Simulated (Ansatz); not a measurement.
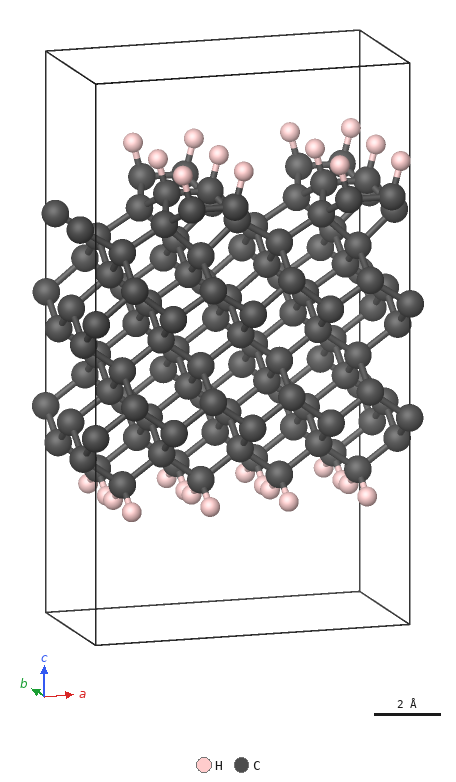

**Figure 1.** The structure as given in the input (ball-and-stick view of the 2 × 2 repeat of the cell, with the vacuum cut short, seen slightly off an axis). An atom can appear more than once, as a periodic image.

Geometry relaxation, with input and output: C11H3 (part 1 of 3)

The run: geometry relaxation of C11H3 (slab, 28 atoms in the cell). Method and program: DFT LDA, scalar-relativistic, plane waves, PAW, no spin polarisation (Ansatz 0.2.0).

The structure derives from an entry of the Crystallography Open Database. The input holds or restrains some coordinates. Forces given for the steps count only the free coordinates.

## Input
```yaml
crystal:
  lattice:
    - [4.9946312217, 0.0, 0.0]
    - [0.0, 2.4973156108, 0.0]
    - [0.0, 0.0, 29.2875800159]
  atoms:
    - { symbol: H, position: [0.25, 0.1272757853, 0.2902254128] }
    - { symbol: H, position: [0.25, 0.8727242147, 0.2902254128] }
    - { symbol: H, position: [0.75, 0.8727242147, 0.2902254128] }
    - { symbol: H, position: [0.75, 0.1272757853, 0.2902254128] }
    - { symbol: C, position: [0.25, 0.5, 0.3127003322] }
    - { symbol: C, position: [0.75, 0.5, 0.3127003322] }
    - { symbol: C, position: [0.5, 0.5, 0.3428473911] }
    - { symbol: C, position: [0.0, 0.5, 0.3428473911] }
    - { symbol: C, position: [0.5, 0.0, 0.3729944501] }
    - { symbol: C, position: [0.0, 0.0, 0.3729944501] }
    - { symbol: C, position: [0.75, 0.0, 0.403141509] }
    - { symbol: C, position: [0.25, 0.0, 0.403141509] }
    - { symbol: C, position: [0.75, 0.5, 0.433288568] }
    - { symbol: C, position: [0.25, 0.5, 0.433288568] }
    - { symbol: C, position: [0.0038003714, 0.5, 0.4634687553] }
    - { symbol: C, position: [0.4961996286, 0.5, 0.4634687553] }
    - { symbol: C, position: [0.0043414822, 0.0, 0.4936055751] }
    - { symbol: C, position: [0.4956585178, 0.0, 0.4936055751] }
    - { symbol: C, position: [0.25, 0.0, 0.5265193933] }
    - { symbol: C, position: [0.75, 0.0, 0.5212634371] }
    - { symbol: C, position: [0.25, 0.5, 0.5584628081] }
    - { symbol: C, position: [0.75, 0.5, 0.54957309] }
    - { symbol: C, position: [0.5179088019, 0.5, 0.5855159536] }
    - { symbol: C, position: [-0.0179088019, 0.5, 0.5855159536] }
    - { symbol: C, position: [0.6128261608, 0.0, 0.6085226875] }
    - { symbol: C, position: [0.8871738392, 0.0, 0.6085226875] }
    - { symbol: H, position: [0.9438869057, 0.0, 0.6455209015] }
    - { symbol: H, position: [0.5561130943, 0.0, 0.6455209015] }
basis:
  ecutwfc: 420
kpoints:
  mp_grid: { grid: [6, 11, 1] }
hamiltonian:
  xc: lda
scf:
  occupations: { method: gaussian, width: 0.05 }
output:
  forces: true
  eigenvalues: true
relax:
  adjacent_minimum: "off"
  f_tol: 0.03
  max_steps: 70
  constraints: [{ sites: [0, 1, 2, 3, 4, 5, 6, 7, 8, 9, 10, 11, 12, 13] }]
efield:
  axis: 3
  dipole_correction: true
```

Run on 2 threads of Arm Neoverse V1, 24 GiB of memory available, shared host.

Command:
```bash
ansatz run input.yaml --threads 2 --pin off --max-ram 5120MiB --backend cpu --events-out ev --progress --plain --runs-dir out
```

## Log
```
Engine: ansatz 0.2.0, aarch64-unknown-linux-gnu
Pseudopotentials: kind: paw
Pseudopotential: H, paw, valence charge 1, recommended cutoff 420 eV (normal), H.paw.azcp
Pseudopotential: C, paw, valence charge 4, recommended cutoff 420 eV (normal), C.paw.azcp
Functional definition: SPW92
  exchange = slater_x
  correlation = pw_c
Crystal: 28 atoms, lattice volume = 365.309 Å³
Basis set: ecut = 420 eV, 7153 PW (Γ)
Bands: 75, of which v1, the nominal top of the filled ones, is band 47 counted from 1 (46 counted from 0)
Symmetry: 4 space group operations
Space group: Pmm2 (ITA 25), of the structure as read, at distance tolerance 7.1e-5 Å
k-points: 24 of 66
Non-local potential: H, projectors of the file, l = 0: 2, l = 1: 1
Non-local potential: C, projectors of the file, l = 0: 2, l = 1: 2, l = 2: 1
PAW form: soft (Blöchl's): semilocal exchange-correlation on the pseudo side does not see the compensation charge
PAW frozen core: C, regenerated for the run's functional, and the local potential with it (the file was generated under x = pbe(κ = 0.804, μ = 0.2195149727645171), c = pbe(β = 0.06672455060314922))
PAW one-centre angular grid: H, 110 points (default); XC on 64 Gauss nodes
PAW one-centre angular grid: C, 110 points (default); XC on 64 Gauss nodes
Initial density: superposition of atomic densities (neutral atoms: chi_scale 0, normalization atom), corrected by the library's trained network
Initial wavefunctions: pseudopotential atomic-orbital guess
Functional: x = slater, c = lda
SCF iter   1: F=—  HF=-5429.845883 eV  |F-HF|=—  |Δ(HF+E_count)|=         —  Δρ=8.17e-3  dr2=5.24e-1  ethr=1.77e-3  p=-0.151 e·Å  D=-7.50e-2 V/Å  ΔV_dip=2.20 eV  dr2_dipole=5.25e-2  V_vac-E_F(+/−)=3.14/0.94 eV  ⟨swp⟩=12.2  Hψ=12437  notcnv=0  defer=314
efield: sawtooth ramp at fractional position 0.9179 (placed from the atoms, in the widest stretch of the axis that holds none; the zero of the levels goes with the place), width 0.1000; the density the first Hamiltonian is built on has a dipole p = -0.151 e·Å; the dipole correction subtracts the counter field D = -7.50e-2 V/Å, which shifts the + side's vacuum level by +2.20 eV against the − side's; the planar-averaged density in the ramp window peaks in size at 1.6e-5 e/Å³
preconditioner: auto → Resta (q_TF=auto, 2.176 Å⁻¹)  ε∞=2.4  [insulator: Δε(μ)=0.910 eV  Ē_g=15.914 eV  σ=0.050 eV  W_gap=1.00  n_scr=54 (ndim 8)  ℏωp=18.8 eV  f_vac=0.573  D(μ)=0.00/eV (n_scr^D=0)  ε∞_Penn≈2.4  vacuum switching on, ρ_ref=1.8e-2 e/Å³]
SCF iter   2: F=—  HF=-5429.728863 eV  |F-HF|=—  |Δ(HF+E_count)|=   1.17e-1  Δρ=3.89e-3  dr2=3.54e-2  ethr=5.57e-4  p=-0.045 e·Å  D=-2.22e-2 V/Å  ΔV_dip=0.65 eV  dr2_dipole=1.08e-3  V_vac-E_F(+/−)=2.12/1.47 eV  ⟨swp⟩=3.1  Hψ=2928  notcnv=0  defer=533
SCF iter   3: F=—  HF=-5429.725967 eV  |F-HF|=—  |Δ(HF+E_count)|=   2.90e-3  Δρ=1.87e-3  dr2=6.00e-3  ethr=3.76e-5  p=-0.055 e·Å  D=-2.71e-2 V/Å  ΔV_dip=0.79 eV  dr2_dipole=2.64e-4  V_vac-E_F(+/−)=2.14/1.35 eV  ⟨swp⟩=2.9  Hψ=2696  notcnv=0  defer=536
SCF iter   4: F=—  HF=-5429.727294 eV  |F-HF|=—  |Δ(HF+E_count)|=   1.33e-3  Δρ=7.00e-4  dr2=2.27e-3  ethr=6.38e-6  p=-0.040 e·Å  D=-1.99e-2 V/Å  ΔV_dip=0.58 eV  dr2_dipole=9.23e-5  V_vac-E_F(+/−)=2.01/1.43 eV  ⟨swp⟩=3.1  Hψ=2885  notcnv=0  defer=537
SCF iter   5: F=—  HF=-5429.727092 eV  |F-HF|=—  |Δ(HF+E_count)|=   2.03e-4  Δρ=1.46e-4  dr2=6.63e-5  ethr=2.41e-6  p=-0.041 e·Å  D=-2.02e-2 V/Å  ΔV_dip=0.59 eV  dr2_dipole=1.97e-6  V_vac-E_F(+/−)=2.03/1.44 eV  ⟨swp⟩=2.3  Hψ=2354  notcnv=0  defer=540
SCF iter   6: F=-5429.727107 eV  HF=-5429.727110 eV  |F-HF|=2.98e-6  |Δ(HF+E_count)|=   1.86e-5  Δρ=2.95e-5  dr2=6.26e-6  ethr=2.39e-8  p=-0.039 e·Å  D=-1.93e-2 V/Å  ΔV_dip=0.56 eV  dr2_dipole=3.05e-7  V_vac-E_F(+/−)=2.01/1.45 eV  ⟨swp⟩=24.7  Hψ=16246  notcnv=0
SCF 1 converged in 6 iterations: F = -5429.727107 eV  dr2 = 6.26e-6
  greatest PAW one-centre occupation: 0.671 electrons in one spin orbital (limit 2), on the C atom at site 25 (counted from 0), in its partial waves of l = 0
relax step   1: F+E_penalty+E_count = -5429.72710715 eV  Δ(F+E_penalty+E_count) = +0.000e0 eV  max|allowed force component| = 7.280e0 eV/Å  Δτ_max = 0.0000 Å  (6 SCF iters, dr2 threshold 2.25e-5 eV, accepted)
Initial density: handed on by an earlier stage of this run
Initial wavefunctions: those handed on with the density
iter 1 solved again at ethr=4.47e-4 eV; its pass at ethr=3.10e-3 eV (dr2=4.21e-1 eV) is discarded
SCF iter   1: F=—  HF=-5430.866969 eV  |F-HF|=—  |Δ(HF+E_count)|=         —  Δρ=1.21e-2  dr2=3.85e-1  ethr=4.47e-4  p=-0.039 e·Å  D=-1.93e-2 V/Å  ΔV_dip=0.56 eV  dr2_dipole=2.15e-6  V_vac-E_F(+/−)=2.01/1.45 eV  ⟨swp⟩=1.8  Hψ=6801  notcnv=0  defer=534
efield: sawtooth ramp at fractional position 0.9179 (handed on by an earlier solve), width 0.1000; the density the first Hamiltonian is built on has a dipole p = -0.039 e·Å; the dipole correction subtracts the counter field D = -1.93e-2 V/Å, which shifts the + side's vacuum level by +0.56 eV against the − side's; the planar-averaged density in the ramp window peaks in size at 5.9e-6 e/Å³
preconditioner: auto → Resta (q_TF=auto, 2.176 Å⁻¹)  ε∞=2.4  [insulator: Δε(μ)=1.323 eV  Ē_g=15.951 eV  σ=0.050 eV  W_gap=1.00  n_scr=54 (ndim 8)  ℏωp=18.8 eV  f_vac=0.574  D(μ)=0.00/eV (n_scr^D=0)  ε∞_Penn≈2.4  vacuum switching on, ρ_ref=1.8e-2 e/Å³]
SCF iter   2: F=—  HF=-5430.761741 eV  |F-HF|=—  |Δ(HF+E_count)|=   1.05e-1  Δρ=4.88e-3  dr2=3.76e-2  ethr=4.09e-4  p=-0.040 e·Å  D=-1.96e-2 V/Å  ΔV_dip=0.57 eV  dr2_dipole=3.51e-5  V_vac-E_F(+/−)=2.02/1.45 eV  ⟨swp⟩=2.9  Hψ=2320  notcnv=0  defer=535
SCF iter   3: F=—  HF=-5430.754081 eV  |F-HF|=—  |Δ(HF+E_count)|=   7.66e-3  Δρ=1.59e-3  dr2=4.55e-3  ethr=4.00e-5  p=-0.041 e·Å  D=-2.03e-2 V/Å  ΔV_dip=0.59 eV  dr2_dipole=2.90e-4  V_vac-E_F(+/−)=2.04/1.45 eV  ⟨swp⟩=2.0  Hψ=2844  notcnv=0  defer=536
SCF iter   4: F=—  HF=-5430.753563 eV  |F-HF|=—  |Δ(HF+E_count)|=   5.18e-4  Δρ=3.44e-4  dr2=4.72e-4  ethr=4.85e-6  p=-0.029 e·Å  D=-1.43e-2 V/Å  ΔV_dip=0.42 eV  dr2_dipole=6.54e-5  V_vac-E_F(+/−)=1.87/1.45 eV  ⟨swp⟩=2.0  Hψ=2450  notcnv=0  defer=537
SCF iter   5: F=-5430.753488 eV  HF=-5430.753514 eV  |F-HF|=2.58e-5  |Δ(HF+E_count)|=   4.86e-5  Δρ=8.92e-5  dr2=4.33e-5  ethr=1.06e-7  p=-0.032 e·Å  D=-1.58e-2 V/Å  ΔV_dip=0.46 eV  dr2_dipole=9.16e-6  V_vac-E_F(+/−)=1.91/1.45 eV  ⟨swp⟩=17.8  Hψ=14204  notcnv=0
SCF 2 converged in 5 iterations: F = -5430.753488 eV  dr2 = 4.33e-5
  greatest PAW one-centre occupation: 0.662 electrons in one spin orbital (limit 2), on the C atom at site 4 (counted from 0), in its partial waves of l = 0
relax step   2: F+E_penalty+E_count = -5430.75348821 eV  Δ(F+E_penalty+E_count) = -1.026e0 eV  max|allowed force component| = 2.959e0 eV/Å  Δτ_max = 0.1787 Å  (5 SCF iters, dr2 threshold 1.00e-4 eV, accepted)
SCF iter   1: F=—  HF=-5430.902262 eV  |F-HF|=—  |Δ(HF+E_count)|=         —  Δρ=5.41e-3  dr2=6.40e-2  ethr=3.94e-4  p=-0.032 e·Å  D=-1.58e-2 V/Å  ΔV_dip=0.46 eV  dr2_dipole=1.42e-4  V_vac-E_F(+/−)=1.91/1.45 eV  ⟨swp⟩=4.4  Hψ=3998  notcnv=0  defer=544
efield: sawtooth ramp at fractional position 0.9179 (handed on by an earlier solve), width 0.1000; the density the first Hamiltonian is built on has a dipole p = -0.032 e·Å; the dipole correction subtracts the counter field D = -1.58e-2 V/Å, which shifts the + side's vacuum level by +0.46 eV against the − side's; the planar-averaged density in the ramp window peaks in size at 5.7e-6 e/Å³
preconditioner: auto → Resta (q_TF=auto, 2.176 Å⁻¹)  ε∞=2.4  [insulator: Δε(μ)=1.321 eV  Ē_g=16.004 eV  σ=0.050 eV  W_gap=1.00  n_scr=54 (ndim 8)  ℏωp=18.8 eV  f_vac=0.577  D(μ)=0.00/eV (n_scr^D=0)  ε∞_Penn≈2.4  vacuum switching on, ρ_ref=1.9e-2 e/Å³]
SCF iter   2: F=—  HF=-5430.879480 eV  |F-HF|=—  |Δ(HF+E_count)|=   2.28e-2  Δρ=2.44e-3  dr2=1.07e-2  ethr=6.81e-5  p=-0.026 e·Å  D=-1.26e-2 V/Å  ΔV_dip=0.37 eV  dr2_dipole=3.60e-5  V_vac-E_F(+/−)=1.82/1.45 eV  ⟨swp⟩=2.1  Hψ=2925  notcnv=0  defer=545
SCF iter   3: F=—  HF=-5430.875896 eV  |F-HF|=—  |Δ(HF+E_count)|=   3.58e-3  Δρ=3.98e-4  dr2=4.55e-4  ethr=1.14e-5  p=-0.020 e·Å  D=-1.01e-2 V/Å  ΔV_dip=0.29 eV  dr2_dipole=3.12e-6  V_vac-E_F(+/−)=1.74/1.45 eV  ⟨swp⟩=2.1  Hψ=2248  notcnv=0  defer=545
SCF iter   4: F=—  HF=-5430.875785 eV  |F-HF|=—  |Δ(HF+E_count)|=   1.11e-4  Δρ=1.05e-4  dr2=2.59e-5  ethr=4.84e-7  p=-0.021 e·Å  D=-1.05e-2 V/Å  ΔV_dip=0.31 eV  dr2_dipole=2.12e-7  V_vac-E_F(+/−)=1.75/1.45 eV  ⟨swp⟩=2.3  Hψ=2450  notcnv=0  defer=545
SCF iter   5: F=-5430.875781 eV  HF=-5430.875783 eV  |F-HF|=1.95e-6  |Δ(HF+E_count)|=   1.94e-6  Δρ=2.78e-5  dr2=2.88e-6  ethr=2.75e-8  p=-0.021 e·Å  D=-1.04e-2 V/Å  ΔV_dip=0.30 eV  dr2_dipole=2.98e-7  V_vac-E_F(+/−)=1.75/1.45 eV  ⟨swp⟩=17.7  Hψ=12158  notcnv=0
SCF 3 converged in 5 iterations: F = -5430.875781 eV  dr2 = 2.88e-6
relax step   3: F+E_penalty+E_count = -5430.87578108 eV  Δ(F+E_penalty+E_count) = -1.223e-1 eV  max|allowed force component| = 1.030e0 eV/Å  Δτ_max = 0.0483 Å  (5 SCF iters, dr2 threshold 1.00e-4 eV, accepted)
SCF iter   1: F=—  HF=-5430.988707 eV  |F-HF|=—  |Δ(HF+E_count)|=         —  Δρ=5.58e-3  dr2=7.14e-2  ethr=1.55e-3  p=-0.021 e·Å  D=-1.04e-2 V/Å  ΔV_dip=0.30 eV  dr2_dipole=1.77e-4  V_vac-E_F(+/−)=1.75/1.45 eV  ⟨swp⟩=3.9  Hψ=4193  notcnv=0  defer=249
efield: sawtooth ramp at fractional position 0.9179 (handed on by an earlier solve), width 0.1000; the density the first Hamiltonian is built on has a dipole p = -0.021 e·Å; the dipole correction subtracts the counter field D = -1.04e-2 V/Å, which shifts the + side's vacuum level by +0.30 eV against the − side's; the planar-averaged density in the ramp window peaks in size at 5.8e-6 e/Å³
preconditioner: auto → Resta (q_TF=auto, 2.176 Å⁻¹)  ε∞=2.4  [insulator: Δε(μ)=1.319 eV  Ē_g=15.926 eV  σ=0.050 eV  W_gap=1.00  n_scr=54 (ndim 8)  ℏωp=18.8 eV  f_vac=0.576  D(μ)=0.00/eV (n_scr^D=0)  ε∞_Penn≈2.4  vacuum switching on, ρ_ref=1.8e-2 e/Å³]
SCF iter   2: F=—  HF=-5430.970840 eV  |F-HF|=—  |Δ(HF+E_count)|=   1.79e-2  Δρ=2.14e-3  dr2=6.31e-3  ethr=7.60e-5  p=-0.028 e·Å  D=-1.38e-2 V/Å  ΔV_dip=0.41 eV  dr2_dipole=2.79e-7  V_vac-E_F(+/−)=1.85/1.45 eV  ⟨swp⟩=2.1  Hψ=3088  notcnv=0  defer=522
SCF iter   3: F=—  HF=-5430.970073 eV  |F-HF|=—  |Δ(HF+E_count)|=   7.67e-4  Δρ=7.56e-4  dr2=8.54e-4  ethr=6.71e-6  p=-0.027 e·Å  D=-1.33e-2 V/Å  ΔV_dip=0.39 eV  dr2_dipole=1.28e-6  V_vac-E_F(+/−)=1.84/1.45 eV  ⟨swp⟩=2.1  Hψ=2200  notcnv=0  defer=522
SCF iter   4: F=—  HF=-5430.970036 eV  |F-HF|=—  |Δ(HF+E_count)|=   3.74e-5  Δρ=1.16e-4  dr2=5.03e-5  ethr=1.06e-7  p=-0.025 e·Å  D=-1.25e-2 V/Å  ΔV_dip=0.37 eV  dr2_dipole=7.24e-8  V_vac-E_F(+/−)=1.81/1.45 eV  ⟨swp⟩=16.3  Hψ=12895  notcnv=0
SCF iter   5: F=-5430.970032 eV  HF=-5430.970033 eV  |F-HF|=1.52e-6  |Δ(HF+E_count)|=   2.50e-6  Δρ=2.34e-5  dr2=4.64e-6  ethr=5.35e-8  p=-0.025 e·Å  D=-1.23e-2 V/Å  ΔV_dip=0.36 eV  dr2_dipole=1.83e-9  V_vac-E_F(+/−)=1.81/1.45 eV  ⟨swp⟩=8.5  Hψ=7769  notcnv=0
SCF 4 converged in 5 iterations: F = -5430.970032 eV  dr2 = 4.64e-6
relax step   4: F+E_penalty+E_count = -5430.97003193 eV  Δ(F+E_penalty+E_count) = -9.425e-2 eV  max|allowed force component| = 1.100e-1 eV/Å  Δτ_max = 0.0913 Å  (5 SCF iters, dr2 threshold 1.00e-4 eV, accepted)
```
